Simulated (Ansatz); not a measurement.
**Run report: GaSb, geometry relaxation (part 2 of 2)**

GaSb (2 atoms in the cell); DFT, PBEsol, PAW with Ansatz's default frozen-core files, scalar-relativistic, no spin polarisation (Ansatz 0.2.0); cutoff 420 eV, 11×11×11 k-mesh, Fermi–Dirac smearing of 0.05 eV. The structure was built on a prototype by a generator; it need not be a known phase. It belongs to a series of runs on one base structure; here: cell relaxed at zero pressure.

Geometry of the input (Å; fractional positions):
```
0.0000  3.1072  3.1072
3.1072  0.0000  3.1072
3.1072  3.1072  0.0000
Ga 0.0000  0.0000  0.0000
Sb 0.2500  0.2500  0.2500
```

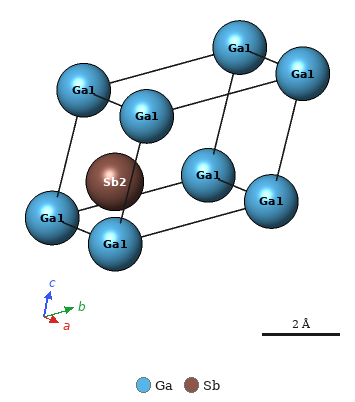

The geometry at step 3 of the log (spheres-only view of the cell of the calculation, seen slightly off an axis; atoms are numbered from 1 in the order of the input).

```
basis re-selected at this cell: Δ(F+E_penalty+E_count) = +6.157e-4 eV, ΔP = +0.003 GPa vs the last step (what re-selecting the basis moved, of the pressure what is left beyond the Pulay correction that the steps carried, after the strain that the cell walked since its last selection, with what the two solves' SCF thresholds leave and, on support functions, any second-order correction that the steps lacked; it is no measure of the basis error at this ecutwfc). This SCF's stress stands 6.79e-4 GPa from its target on what of the cell is left free (relax.cell.stress_tol is 5.00e-2 GPa) and its largest allowed force component is 2.14e-17 eV/Å (relax.f_tol is 5.00e-3 eV/Å): within both
SCF converged after 6 iterations
Free energy (F): -10151.534030 eV
Harris-Foulkes:  -10151.534030 eV  (|F-HF|=3.64e-12)
Internal energy: -10151.533747 eV  (E = F + TS)
E sigma→0 (E₀):  -10151.533888 eV
Entropy (-TS):   -0.000284 eV (-0.142 meV/atom)
Fermi energy:    7.682879 eV
--- Per-component energies (eV) ---
  E_band       = -263.565169
  E_kinetic    = 323.627595
  E_local      = -3912.325066  (includes V_loc(G=0)·N_el)
  E_nonlocal   = 790.174665
  E_hartree    = 1797.900309
  E_xc         = -205.842379
  E_vxc        = -154.536451  (∫ρ·V_xc dr)
  E_paw        = -6449.607431  (= ΣΔE_a)
  E_vpaw       = -906.306394  (= ΣTr[D̂ρ^β])
  E_aug_tail   = -0.000104  (compensation charges beyond the density's cutoff)
  E_ewald      = -2496.656170
  E_core_change = 1.194835  (= ΣΔE_core)
  E_smearing   = -0.000284  (= −TS)
  E_closure    = -0.000000  (closes the sum)
  Σ components = -10151.534030   (vs F -10151.534030, Δ=0.00e0)
--- Forces (eV/Å), atoms counted from 1 ---
  atom   1  Ga     0.00000000    -0.00000000    -0.00000000
  atom   2  Sb    -0.00000000    -0.00000000     0.00000000
  max |Σ_I F_I| component: 5.09e-17 eV/Å
--- Stress (GPa, compression-positive) ---
        0.000679      -0.000000       0.000000
       -0.000000       0.000679       0.000000
       -0.000000       0.000000       0.000679
  P = ⅓ Tr σ = 0.0007 GPa (0.007 kbar)
--- Band table (eV; the first three rows and the last of 56) ---
  k-point 0: bands = ["-21.1037", "-21.1037", "-21.1037", "-21.0831", "-21.0831", "-7.3958", "-7.3958", "-7.3958", "-7.3455", "-7.3455", "-3.9208", "7.6061", "7.6061", "7.6061", "7.6080", "10.3753", "10.3753", "10.3753"]
  k-point 1: bands = ["-21.1037", "-21.1035", "-21.1035", "-21.0830", "-21.0830", "-7.3982", "-7.3947", "-7.3947", "-7.3457", "-7.3457", "-3.8352", "6.1552", "7.4604", "7.4604", "8.5237", "10.5754", "10.5754", "10.6770"]
  k-point 2: bands = ["-21.1035", "-21.1029", "-21.1029", "-21.0829", "-21.0829", "-7.4046", "-7.3920", "-7.3920", "-7.3460", "-7.3460", "-3.5847", "4.6328", "7.1451", "7.1451", "8.5581", "10.9892", "10.9892", "11.7330"]
  k-point 55: bands = ["-21.1032", "-21.1012", "-21.0978", "-21.0836", "-21.0811", "-7.4366", "-7.3771", "-7.3725", "-7.3516", "-7.3462", "-1.4607", "0.9565", "4.0877", "4.6922", "10.6801", "11.8877", "12.3957", "12.6274"]
--- Relaxed structure (4 steps of the walk, 4 accepted, 1 SCFs on fresh bases) ---
  F+E_penalty+E_count = -10151.53403005 eV   max|allowed force component| = 2.139e-17 eV/Å   (the final SCF, on the basis selected at the relaxed cell)
  cell:  # Å, volume = 57.0610 Å³
    - [-9.362746110445646e-34, 3.055646481789399, 3.055646481789399]
    - [3.055646481789399, 1.0719388914204096e-32, 3.055646481789399]
    - [3.055646481789399, 3.055646481789399, 1.3617381757913464e-32]
  atoms:
    - { symbol: Ga, position: [-2.4815463220884108e-33, 2.0121605601114956e-33, 2.4505552401422042e-33] }
    - { symbol: Sb, position: [0.25, 0.25, 0.25] }
```

File rho_z.tsv:
```
# z_ang	rho[e/angstrom^3]
# format = ansatz-planar-average/11
# lattice	-0.000000000	3.055646482	3.055646482
# lattice	3.055646482	0.000000000	3.055646482
# lattice	3.055646482	3.055646482	0.000000000
# sites	2
# site	31	0.000000000	-0.000000000	-0.000000000
# site	51	1.527823241	1.527823241	1.527823241
0.000000	1.213809e0
0.144045	1.124475e0
0.288089	8.952850e-1
0.432134	7.199381e-1
0.576178	6.918473e-1
0.720223	7.836815e-1
0.864267	9.140894e-1
1.008312	9.965140e-1
1.152356	9.742218e-1
1.296401	8.446902e-1
1.440446	6.553192e-1
1.584490	4.682802e-1
1.728535	3.235197e-1
1.872579	2.286505e-1
2.016624	1.713126e-1
2.160668	1.361175e-1
2.304713	1.131648e-1
2.448757	9.758097e-2
2.592802	8.750728e-2
2.736847	8.203708e-2
2.880891	8.066072e-2
3.024936	8.375303e-2
3.168980	9.213055e-2
3.313025	1.077826e-1
3.457069	1.344150e-1
3.601114	1.813964e-1
3.745158	2.736375e-1
3.889203	4.529286e-1
4.033248	7.396250e-1
4.177292	1.052720e0
```

File v_z.tsv:
```
# z_ang	v_es[eV]	v_tot[eV]
# format = ansatz-planar-average/11
# xc	pbesol
# density_cutoff_ev	1680
# datasets	Ga=:simpson_from_first_knot:soft:shift=-1252651	Sb=:simpson_from_first_knot:soft:shift=-1269804
# lattice	-0.000000000	3.055646482	3.055646482
# lattice	3.055646482	0.000000000	3.055646482
# lattice	3.055646482	3.055646482	0.000000000
# sites	2
# site	31	0.000000000	-0.000000000	-0.000000000
# site	51	1.527823241	1.527823241	1.527823241
0.000000	2.308731e0	-8.285893e0
0.144045	1.399015e0	-9.536854e0
0.288089	6.725512e-1	-1.053922e1
0.432134	2.164672e-1	-1.119696e1
0.576178	6.609817e-2	-1.145706e1
0.720223	2.231554e-1	-1.130816e1
0.864267	6.570284e-1	-1.078782e1
1.008312	1.275773e0	-9.991804e0
1.152356	1.935781e0	-9.058371e0
1.296401	2.547966e0	-8.079101e0
1.440446	3.165712e0	-7.009086e0
1.584490	3.868882e0	-5.779539e0
1.728535	4.693582e0	-4.380755e0
1.872579	5.655261e0	-2.843077e0
2.016624	6.726278e0	-1.244634e0
2.160668	7.818167e0	2.944540e-1
2.304713	8.787842e0	1.620796e0
2.448757	9.505309e0	2.601339e0
2.592802	9.930876e0	3.199218e0
2.736847	1.011227e1	3.466369e0
2.880891	1.008561e1	3.442229e0
3.024936	9.853664e0	3.136343e0
3.168980	9.372594e0	2.495775e0
3.313025	8.617087e0	1.466931e0
3.457069	7.692598e0	1.415418e-1
3.601114	6.744520e0	-1.315644e0
3.745158	5.850742e0	-2.776120e0
3.889203	5.013701e0	-4.177247e0
4.033248	4.177670e0	-5.538429e0
4.177292	3.271361e0	-6.915964e0
```

Trajectory as extended XYZ (Å, eV, eV/Å), 5 frames, from step=1 to step=5:
```
2
Lattice="0.0000 3.1072 3.1072 3.1072 0.0000 3.1072 3.1072 3.1072 0.0000" Properties=species:S:1:pos:R:3:forces:R:3 step=1 energy=-10151.51191 pressure_GPa=-2.30
Ga    0.0000    0.0000    0.0000    0.0000   0.0000   0.0000
Sb    1.5536    1.5536    1.5536    0.0000   0.0000   0.0000
2
Lattice="0.0000 3.0358 3.0358 3.0358 0.0000 3.0358 3.0358 3.0358 0.0000" Properties=species:S:1:pos:R:3:forces:R:3 step=2 energy=-10151.53136 pressure_GPa=1.04
Ga    0.0000    0.0000    0.0000    0.0000   0.0000   0.0000
Sb    1.5179    1.5179    1.5179    0.0000   0.0000   0.0000
2
Lattice="0.0000 3.0574 3.0574 3.0574 0.0000 3.0574 3.0574 3.0574 0.0000" Properties=species:S:1:pos:R:3:forces:R:3 step=3 energy=-10151.53460 pressure_GPa=-0.09
Ga    0.0000    0.0000    0.0000    0.0000   0.0000   0.0000
Sb    1.5287    1.5287    1.5287    0.0000   0.0000   0.0000
2
Lattice="0.0000 3.0556 3.0556 3.0556 0.0000 3.0556 3.0556 3.0556 0.0000" Properties=species:S:1:pos:R:3:forces:R:3 step=4 energy=-10151.53465 pressure_GPa=-0.00
Ga    0.0000    0.0000    0.0000    0.0000   0.0000   0.0000
Sb    1.5278    1.5278    1.5278    0.0000   0.0000   0.0000
2
Lattice="0.0000 3.0556 3.0556 3.0556 0.0000 3.0556 3.0556 3.0556 0.0000" Properties=species:S:1:pos:R:3:forces:R:3 step=5 energy=-10151.53403 pressure_GPa=0.00
Ga    0.0000    0.0000    0.0000    0.0000   0.0000   0.0000
Sb    1.5278    1.5278    1.5278    0.0000   0.0000   0.0000
```

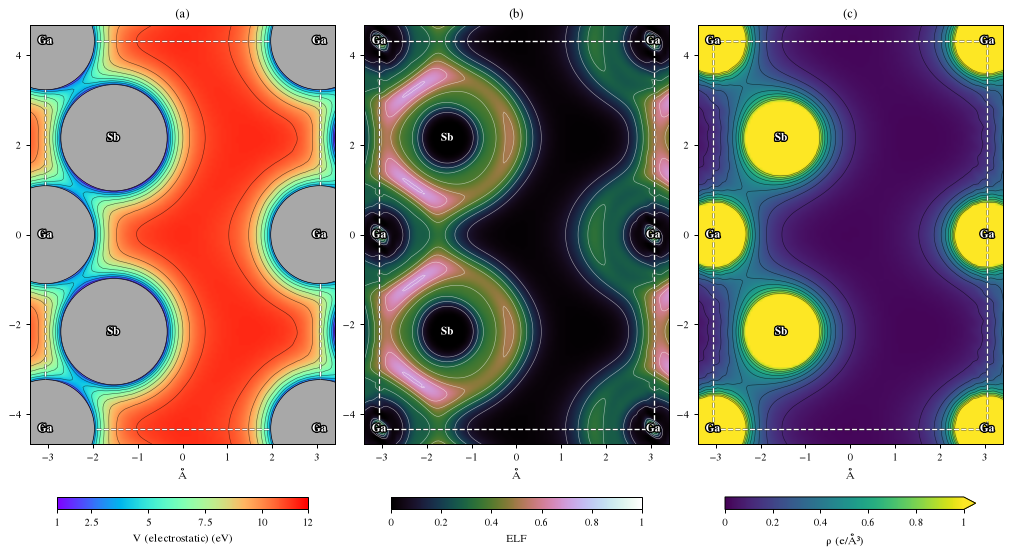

(a) electrostatic potential (local pseudopotential plus Hartree) felt by an electron; (b) ELF; (c) valence charge density (pseudo) on the (011) plane of the conventional cell. Grey discs, where drawn, cover atomic cores. Ga–Sb (2.65 Å): the density is about 0.42 e/Å³ at the midpoint; the ELF peaks at about 0.70 between the atoms. Away from the nuclei the density in this plane falls to 0.01 e/Å³ at its lowest. The strong features right at Ga lie inside the PAW spheres (semicore, d or f shells) and say nothing about bonding. Outside the cores the potential energy rises away from the atoms and is highest about 2.6 Å from the nearest atoms; outside the discs it spans about 10 eV, and its zero is arbitrary. The fields are those of the smooth PAW valence density.

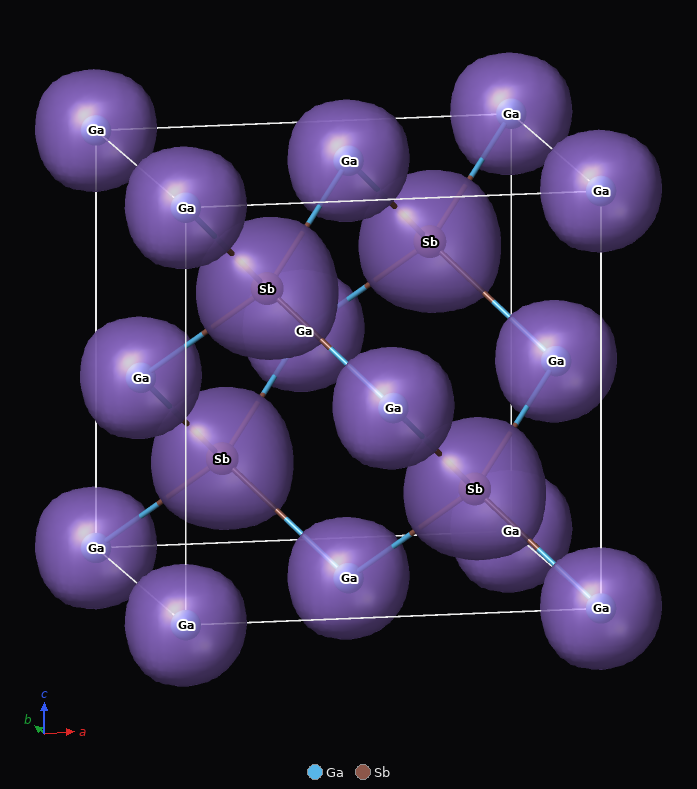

Isosurface of the valence electron density at 0.5 e/Å³ (purple), seen slightly off an axis. Sticks mark near contacts. The outline is the cell set on symmetry axes. At this value the density breaks into separate islands; it holds about 75 % of the electrons treated as valence (semicore included). It is pinched off along the Ga–Sb (2.65 Å) contacts. On the grid the lowest density along these lines, outside the cores, is 0.4 e/Å³ (Ga–Sb, 2.65 Å).

Summary:

- outcome: converged
- space group (tolerance 0.01 Å): F-43m (216)
- electrons treated: 28
- free energy: −10151.5340 eV
- Fermi energy: 7.683 eV
- pressure: 0.00 GPa
- final volume: 57.06 Å³
- largest force (length of the vector) at the end: under 0.001 eV/Å
- final cell: a = 4.321 Å, b = 4.321 Å, c = 4.321 Å, α = 60.00°, β = 60.00°, γ = 60.00°
- wall time: 28 s
- peak memory: 0.39 GiB
